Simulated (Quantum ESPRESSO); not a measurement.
# AlN (F-43m): zone-centre phonons, part 2 of 4

Aim: the zone-centre modes of AlN (F-43m).

Quantum ESPRESSO 7.5; DFT LDA, scalar-relativistic, plane waves, PseudoDojo norm-conserving pseudopotentials.

So far. Step 2 (A first look): A gap of 3.3 eV opens on this mesh, so the crystal is taken as an insulator; the start stands at -4.8 GPa. Step 4 (Ground state): The cell stands at 0.017 GPa, close enough for phonons.

## 5. Zone-centre response

At q = 0 one unit cell holds all displacements; symmetry groups them into irreducible representations that are solved one by one. The response to a field gives ε∞ and the Born charges, which polar modes need.

File ph.in:

```
phonons
&INPUTPH
  prefix = 'x'
  outdir = './tmp'
  fildyn = 'g.dyn'
  tr2_ph = 1.0d-18
  epsil  = .true.
/
0.000000000000 0.000000000000 0.000000000000
```

Launch:

```
$ OMP_NUM_THREADS=1 mpirun -n 4 ph.x -nk 4 -in ph.in > ph.out
```

What it wrote:

```text
[banners, grids, parts of the stress and lines that vanish by symmetry left out]
[banner, memory and clock lines left out]
Program PHONON v.7.5

     ./tmp/x.save/

     IMPORTANT: XC functional enforced from input :
     Exchange-correlation= PW
                           (   1   4   0   0   0   0   0)
     Any further DFT definition will be discarded
     Please, verify this is what you really want

     G-vector sticks info

     Reading collected, re-writing distributed wavefunctions in ./tmp/

     Number and degeneracy of irreps per q-point
       N         xq(1)         xq(2)         xq(3)   N irreps
       1   0.000000000   0.000000000   0.000000000       2
        3   3

     Calculation of q =    0.0000000   0.0000000   0.0000000

     phonons

     bravais-lattice index     =            0
     lattice parameter (alat)  =       5.7899  a.u.
     unit-cell volume          =     137.2467 (a.u.)^3
     number of atoms/cell      =            2
     number of atomic types    =            2
     kinetic-energy cut-off    =      92.0000  Ry
     charge density cut-off    =     368.0000  Ry
     convergence threshold     =      1.0E-18
     beta                      =       0.7000
     number of iterations used =            4
     Exchange-correlation= PW
                           (   1   4   0   0   0   0   0)

     celldm(1)=    5.78992  celldm(2)=    0.00000  celldm(3)=    0.00000
     celldm(4)=    0.00000  celldm(5)=    0.00000  celldm(6)=    0.00000

     crystal axes: (cart. coord. in units of alat)
               a(1) = ( -0.7071  0.0000  0.7071 )
               a(2) = (  0.0000  0.7071  0.7071 )
               a(3) = ( -0.7071  0.7071  0.0000 )

     reciprocal axes: (cart. coord. in units 2 pi/alat)
               b(1) = ( -0.7071 -0.7071  0.7071 )
               b(2) = (  0.7071  0.7071  0.7071 )
               b(3) = ( -0.7071  0.7071 -0.7071 )

     Atoms inside the unit cell:

     Cartesian axes

     site n.  atom      mass           positions (alat units)
        1  Al     26.9815   tau(    1) = (    0.00000    0.00000    0.00000  )
        2  N      14.0070   tau(    2) = (   -1.06066    1.06066    1.06066  )

     Computing dynamical matrix for
                    q = (   0.0000000   0.0000000   0.0000000 )

     25 Sym.Ops. (with q -> -q+G )

     G cutoff =  312.4875  (  16361 G-vectors)     FFT grid: ( 36, 36, 36)
     number of k points=    72
                       cart. coord. in units 2pi/alat
        k(    1) = (   0.0000000   0.0000000   0.0000000), wk =   0.0011574
        k(    2) = (  -0.0589256   0.0589256  -0.0589256), wk =   0.0092593
        k(    3) = (  -0.1178511   0.1178511  -0.1178511), wk =   0.0092593
        [... further k-points left out ...]

     PseudoPot. # 1 for Al read from file:
     ./pseudo/Al.upf
     Pseudo is Norm-conserving + core correction, Zval =  3.0
     Using radial grid of 1854 points,  6 beta functions with:
                l(1) =   0
                l(2) =   0
                l(3) =   1
                l(4) =   1
                l(5) =   2
                l(6) =   2

     PseudoPot. # 2 for N  read from file:
     ./pseudo/N.upf
     Pseudo is Norm-conserving + core correction, Zval =  5.0
     Using radial grid of 1058 points,  4 beta functions with:
                l(1) =   0
                l(2) =   0
                l(3) =   1
                l(4) =   1

     Mode symmetry, T_d (-43m)  point group:

     Electric field:
     Dielectric constant
     Born effective charges as d Force / d E

     Atomic displacements:
     There are    2 irreducible representations

     Representation     1      3 modes -  To be done

     Representation     2      3 modes -  To be done

     Alpha used in Ewald sum =   2.8000

     Electric Fields Calculation

      iter #   1   av.it.:   7.1
      thresh= 1.000E-02 alpha_mix =  0.700 |ddv_scf|^2 =  5.068E-08

      iter #   2   av.it.:  12.1
      thresh= 2.251E-05 alpha_mix =  0.700 |ddv_scf|^2 =  4.246E-10

      iter #   3   av.it.:  12.5
      thresh= 2.061E-06 alpha_mix =  0.700 |ddv_scf|^2 =  3.177E-11

      iter #   4   av.it.:  12.5
      thresh= 5.637E-07 alpha_mix =  0.700 |ddv_scf|^2 =  2.974E-13

      iter #   5   av.it.:  11.6
      thresh= 5.453E-08 alpha_mix =  0.700 |ddv_scf|^2 =  5.116E-16

      iter #   6   av.it.:  12.3
      thresh= 2.262E-09 alpha_mix =  0.700 |ddv_scf|^2 =  3.819E-18

      iter #   7   av.it.:  12.5
      thresh= 1.954E-10 alpha_mix =  0.700 |ddv_scf|^2 =  3.977E-20

     End of electric fields calculation

          Dielectric constant in cartesian axis

          (       4.486926886      -0.000000000       0.000000000 )
          (      -0.000000000       4.486926886       0.000000000 )
          (       0.000000000       0.000000000       4.486926886 )

          Effective charges (d Force / dE) in cartesian axis without acoustic sum rule applied (asr)

           atom    1  Al    Mean Z*:        2.52890
      Ex  (        2.52890       -0.00000        0.00000 )
      Ey  (       -0.00000        2.52890       -0.00000 )
      Ez  (        0.00000        0.00000        2.52890 )
           atom    2  N     Mean Z*:       -2.52874
      Ex  (       -2.52874        0.00000       -0.00000 )
      Ey  (        0.00000       -2.52874       -0.00000 )
      Ez  (       -0.00000        0.00000       -2.52874 )

          Effective charges Sum: Mean:        0.00016
              0.00016        0.00000       -0.00000
              0.00000        0.00016        0.00000
             -0.00000       -0.00000        0.00016

          Effective charges (d Force / dE) in cartesian axis with asr applied:
           atom    1  Al    Mean Z*:        2.52882
      E*x (        2.52882       -0.00000        0.00000 )
      E*y (       -0.00000        2.52882        0.00000 )
      E*z (        0.00000       -0.00000        2.52882 )
           atom    2  N     Mean Z*:       -2.52882
      E*x (       -2.52882        0.00000       -0.00000 )
      E*y (        0.00000       -2.52882       -0.00000 )
      E*z (       -0.00000        0.00000       -2.52882 )

     Representation #   1 modes #   1   2   3

     Self-consistent Calculation

      iter #   1   av.it.:   8.0
      thresh= 1.000E-02 alpha_mix =  0.700 |ddv_scf|^2 =  5.680E-07

      iter #   2   av.it.:  12.5
      thresh= 7.536E-05 alpha_mix =  0.700 |ddv_scf|^2 =  5.314E-09

      iter #   3   av.it.:  12.6
      thresh= 7.290E-06 alpha_mix =  0.700 |ddv_scf|^2 =  8.196E-11

      iter #   4   av.it.:  12.6
      thresh= 9.053E-07 alpha_mix =  0.700 |ddv_scf|^2 =  7.459E-13

      iter #   5   av.it.:  12.4
      thresh= 8.637E-08 alpha_mix =  0.700 |ddv_scf|^2 =  1.869E-15

      iter #   6   av.it.:  12.3
      thresh= 4.323E-09 alpha_mix =  0.700 |ddv_scf|^2 =  1.894E-17

      iter #   7   av.it.:  12.4
      thresh= 4.352E-10 alpha_mix =  0.700 |ddv_scf|^2 =  2.087E-19

     End of self-consistent calculation

     Convergence has been achieved

     Representation #   2 modes #   4   5   6

     Self-consistent Calculation

      iter #   1   av.it.:   5.8
      thresh= 1.000E-02 alpha_mix =  0.700 |ddv_scf|^2 =  3.422E-09

      iter #   2   av.it.:  12.7
      thresh= 5.850E-06 alpha_mix =  0.700 |ddv_scf|^2 =  2.203E-10

      iter #   3   av.it.:  12.4
      thresh= 1.484E-06 alpha_mix =  0.700 |ddv_scf|^2 =  3.848E-12

      iter #   4   av.it.:  12.6
      thresh= 1.962E-07 alpha_mix =  0.700 |ddv_scf|^2 =  3.249E-14

      iter #   5   av.it.:  12.9
      thresh= 1.802E-08 alpha_mix =  0.700 |ddv_scf|^2 =  1.452E-16

      iter #   6   av.it.:  12.9
      thresh= 1.205E-09 alpha_mix =  0.700 |ddv_scf|^2 =  5.924E-18

      iter #   7   av.it.:  12.7
      thresh= 2.434E-10 alpha_mix =  0.700 |ddv_scf|^2 =  1.888E-20

     End of self-consistent calculation

     Convergence has been achieved

     Number of q in the star =    1
     List of q in the star:
          1   0.000000000   0.000000000   0.000000000

          Dielectric constant in cartesian axis

          (       4.486926886      -0.000000000       0.000000000 )
          (      -0.000000000       4.486926886       0.000000000 )
          (       0.000000000       0.000000000       4.486926886 )

          Effective charges (d Force / dE) in cartesian axis without acoustic sum rule applied (asr)

           atom    1  Al    Mean Z*:        2.52890
      Ex  (        2.52890       -0.00000        0.00000 )
      Ey  (       -0.00000        2.52890       -0.00000 )
      Ez  (        0.00000        0.00000        2.52890 )
           atom    2  N     Mean Z*:       -2.52874
      Ex  (       -2.52874        0.00000       -0.00000 )
      Ey  (        0.00000       -2.52874       -0.00000 )
      Ez  (       -0.00000        0.00000       -2.52874 )

          Effective charges Sum: Mean:        0.00016
              0.00016        0.00000       -0.00000
              0.00000        0.00016        0.00000
             -0.00000       -0.00000        0.00016

          Effective charges (d Force / dE) in cartesian axis with asr applied:
           atom    1  Al    Mean Z*:        2.52882
      E*x (        2.52882       -0.00000        0.00000 )
      E*y (       -0.00000        2.52882        0.00000 )
      E*z (        0.00000       -0.00000        2.52882 )
           atom    2  N     Mean Z*:       -2.52882
      E*x (       -2.52882        0.00000       -0.00000 )
      E*y (        0.00000       -2.52882       -0.00000 )
      E*z (       -0.00000        0.00000       -2.52882 )

     Diagonalizing the dynamical matrix

     q = (    0.000000000   0.000000000   0.000000000 )

 **************************************************************************
     freq (    1) =       0.048990 [THz] =       1.634145 [cm-1]
     freq (    2) =       0.048990 [THz] =       1.634145 [cm-1]
     freq (    3) =       0.048990 [THz] =       1.634145 [cm-1]
     freq (    4) =      20.070706 [THz] =     669.486674 [cm-1]
     freq (    5) =      20.070706 [THz] =     669.486674 [cm-1]
     freq (    6) =      20.070706 [THz] =     669.486674 [cm-1]
 **************************************************************************

     Mode symmetry, T_d (-43m)  point group:

     freq (   1-   3) =          1.6  [cm-1]   --> T_2  G_15 P_4   I+R
     freq (   4-   6) =        669.5  [cm-1]   --> T_2  G_15 P_4   I+R
```

The job ended after 51 s (4 MPI ranks of Arm Neoverse V2, shared host; 3.4 min of CPU time).

Read from the output:

| Item | Value |
| --- | --- |
| miss of the charge sum rule | 1.60e-4 e |
| largest acoustic frequency at the zone centre before the sum rule | 1.63 cm⁻¹ |
| highest optical zone-centre mode (no LO-TO term) | 669.5 cm⁻¹ |
| lowest optical zone-centre mode | 669.5 cm⁻¹ |
| mean high-frequency dielectric constant | 4.487 |
| largest Born charge in size (third of the trace) | 2.529 e |

Born charge (rows field, columns displacement), before the sum rule (e), principal values of the symmetric part by kind of site:

```csv
atom,atoms with these values,low,middle,high,mean
Al1,1,2.53,2.53,2.53,2.53
N2,1,-2.53,-2.53,-2.53,-2.53
```

In full for Al1:

```
2.53 0.00 0.00
0.00 2.53 0.00
0.00 0.00 2.53
```

High-frequency dielectric tensor:

```
4.49 0.00 0.00
0.00 4.49 0.00
0.00 0.00 4.49
```

The acoustic modes at Γ come out as far as 1.6 cm⁻¹ from zero, where they should vanish, a small numerical error; the Born charges miss their sum rule by 1.6e-4 e, which is good.

## 6. Zone-centre analysis

A rigid shift of the crystal must cost nothing, but grids and finite bases break this; the acoustic sum rule is imposed before the matrix is diagonalised again. With Born charges the intensities follow, and the static dielectric tensor.

File dynmat.in:

```
&INPUT
  fildyn = 'g.dyn'
  asr    = 'simple'
  fileig = 'dynmat.eig'
  lperm  = .true.
/
```

Launch:

```
$ dynmat.x -in dynmat.in > dynmat.out
```

What it wrote:

```text
[banner, memory and clock lines left out]
Program DYNMAT v.7.5

     Reading Dynamical Matrix from file g.dyn
     ...Force constants read
     ...epsilon and Z* read
     A direction for q was not specified:TO-LO splitting will be absent

     Polarizability (A^3 units)
     multiply by 0.462469 for Clausius-Mossotti correction
         5.643366   -0.000000    0.000000
        -0.000000    5.643366    0.000000
         0.000000    0.000000    5.643366

     IR activities are in (D/A)^2/amu units

# mode   [cm-1]    [THz]      IR
    1     -0.00   -0.0000    0.0000
    2      0.00    0.0000    0.0000
    3      0.00    0.0000    0.0000
    4    669.48   20.0706   16.0013
    5    669.48   20.0706   16.0013
    6    669.48   20.0706   16.0013

Electronic dielectric permittivity tensor (relative, adimensional)
         4.486927   -0.000000    0.000000
        -0.000000    4.486927    0.000000
         0.000000    0.000000    4.486927

 ... with zone-center polar mode contributions
         8.230835   -0.000000    0.000000
        -0.000000    8.230835    0.000000
         0.000000    0.000000    8.230835
```

Wall time 0.45 s (1 thread).

Numbers from this step:

```
mean static dielectric constant : 8.231
```

Unit eigenvectors of the mass-weighted matrix after the sum rule; no LO-TO term. Modes at Γ, with each element's share of the kinetic energy:

```csv
mode,frequency (cm⁻¹),symmetry,Al %,N %
1,0.0,acoustic,66,34
2,0.0,acoustic,66,34
3,0.0,acoustic,66,34
4,669.5,T2,34,66
5,669.5,T2,34,66
6,669.5,T2,34,66
```

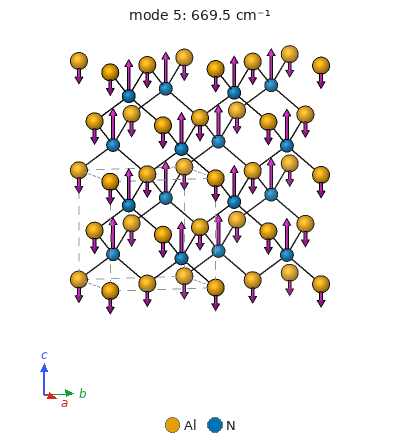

Displacement patterns of mode 5 at Γ; arrows are exaggerated. Bonds to atoms that aren't drawn are left out. 1×2×2 conventional cells are drawn. Some periodic images of atoms are drawn too.

Degenerate modes summed, no LO-TO term. Lines of the infrared spectrum (strongest = 100):

```csv
position (cm⁻¹),lines merged,label,"IR intensity, relative"
669,3,T2,100
```

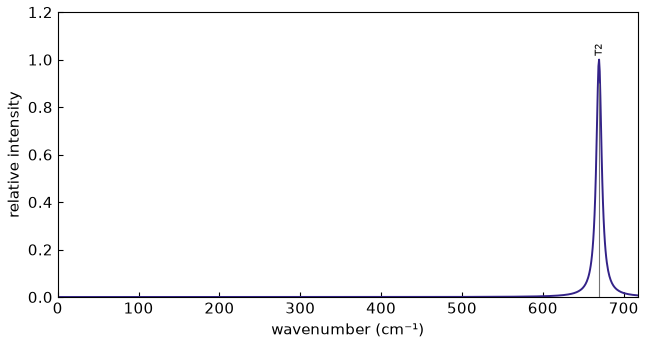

The infrared spectrum, broadened with Lorentzians of width 8 cm⁻¹; bars mark the lines.

Static dielectric tensor (ions relaxed, fixed cell):

```
8.23 0.00 0.00
0.00 8.23 0.00
0.00 0.00 8.23
```

The rule moves no optical mode by more than 0.1 cm⁻¹.

## 7. The LO-TO splitting (1 0 0)

A longitudinal polar mode sets up a macroscopic field that stiffens it; the term hangs on the direction from which q goes to zero.

File dynmat.in:

```
&INPUT
  fildyn = 'g.dyn'
  asr    = 'simple'
  fileig = 'dynmat.eig'
  q(1)   = 1.0
  q(2)   = 0.0
  q(3)   = 0.0
/
```

Launch:

```
$ dynmat.x -in dynmat.in > dynmat.out
```

What it wrote:

```text
[banner, memory and clock lines left out]
Program DYNMAT v.7.5

     Reading Dynamical Matrix from file g.dyn
     ...Force constants read
     ...epsilon and Z* read

     Polarizability (A^3 units)
     multiply by 0.462469 for Clausius-Mossotti correction
         5.643366   -0.000000    0.000000
        -0.000000    5.643366    0.000000
         0.000000    0.000000    5.643366

     IR activities are in (D/A)^2/amu units

# mode   [cm-1]    [THz]      IR
    1     -0.00   -0.0000    0.0000
    2      0.00    0.0000    0.0000
    3      0.00    0.0000    0.0000
    4    669.48   20.0706   16.0013
    5    669.48   20.0706   16.0013
    6    906.75   27.1836   16.0013
```

Run time: 0.45 s. Hardware: 1 thread.

This step gave:

- highest mode moved by the LO-TO term: 906.8 cm⁻¹

Zone-centre frequencies as printed; negative means imaginary. Modes:

```csv
mode,frequency (cm⁻¹)
1,0
2,0
3,0
4,669.5
5,669.5
6,906.8
```

The field moves one mode, from 670 to 907 cm⁻¹; the others stay.

## 8. Self-consistent run for the response, volume × 0.94

Bonds stiffen under compression, so frequencies follow the volume; the atoms are not relaxed anew.

File scf.in:

```
&CONTROL
  calculation = 'scf'
  prefix      = 'x'
  outdir      = './tmp'
  pseudo_dir  = './pseudo'
  tprnfor     = .true.
  tstress     = .true.
/
&SYSTEM
  ibrav       = 0
  nat         = 2
  ntyp        = 2
  ecutwfc     = 92.0
  occupations = 'fixed'
  nbnd        = 6
/
&ELECTRONS
  conv_thr         = 1.0d-12
  mixing_beta      = 0.7
  electron_maxstep = 100
/
ATOMIC_SPECIES
 Al     26.9815  Al.upf
 N      14.0070  N.upf
CELL_PARAMETERS angstrom
    -2.122271973    0.000000000    2.122271973
     0.000000000    2.122271973    2.122271973
    -2.122271973    2.122271973    0.000000000
ATOMIC_POSITIONS crystal
 Al     0.000000000   0.000000000   0.000000000
 N      0.750000000   0.750000000   0.750000000
K_POINTS automatic
 12 12 12 0 0 0
```

Launch:

```
$ OMP_NUM_THREADS=1 mpirun -n 4 pw.x -nk 4 -in scf.in > scf.out
```

What it wrote:

```text
[banners, grids, parts of the stress and lines that vanish by symmetry left out]
[banner, memory and clock lines left out]
Program PWSCF v.7.5

[...]
kinetic-energy cutoff     =      92.0000  Ry
     charge density cutoff     =     368.0000  Ry
     scf convergence threshold =      1.0E-12
[...]
Exchange-correlation= SLA  PW   NOGX NOGC
                           (   1   4   0   0   0   0   0)
[...]
24 Sym. Ops. (no inversion) found
[...]
number of k points=    72
[...]
End of self-consistent calculation
[...]
highest occupied, lowest unoccupied level (ev):     7.5653   10.8640
!    total energy              =     -25.68030473 Ry
[...]
convergence has been achieved in  20 iterations
[...]
atom    1 type  1   force =    -0.00000000    0.00000000   -0.00000000
     atom    2 type  2   force =     0.00000000   -0.00000000    0.00000000
     Total force =     0.000000     Total SCF correction =     0.000000
[...]
total   stress  (Ry/bohr**3)                   (kbar)     P=      146.63
[...]
XML data file, charge density, pseudopotentials, collected wavefunctions
```

Elapsed: 6.8 s, on 4 MPI ranks.

Numbers from this step:

```
volume per atom   : 9.559 Å³
pressure          : 14.66 GPa
gap on the k-mesh : 3.299 eV
```

(Continued in part 3 of 4.)

[Host names and launcher messages were left out of these logs when they were recorded.]

[Logs are printed without paths, hosts, clocks, repeated set-up lines and the standing remarks that a program may print on its own settings, such as how far it seeks lower states.]

[Hosts, paths, dates, database ids (printed as entryN), source tags and the programs' standing remarks are cut or masked in the printed files.]
